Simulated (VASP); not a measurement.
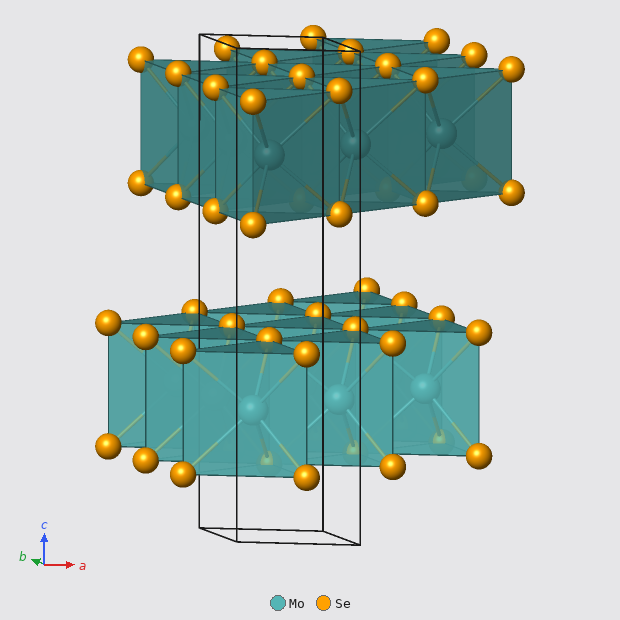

Polyhedra are drawn about Mo (bonds: Mo–Se below 2.8 Å); other atoms are plain spheres.

System MoSe₂ (space group P6_3/mmc, No. 194); source of the atomic positions: an entry of the Crystallography Open Database, as set up for an electronic-structure calculation.

Q: What figure surrounds each Mo atom, and what does it share with the other drawn polyhedra?

A: Mo: MoSe6 trigonal prism, sharing edges with six neighbours.

Q: How do these polyhedra hang together as a whole?

A: They form layers of edge-sharing trigonal prisms parallel to (001).

Q: How far apart are the centres of linked polyhedra?

A: Centre to centre across a shared edge: 3.29 Å.
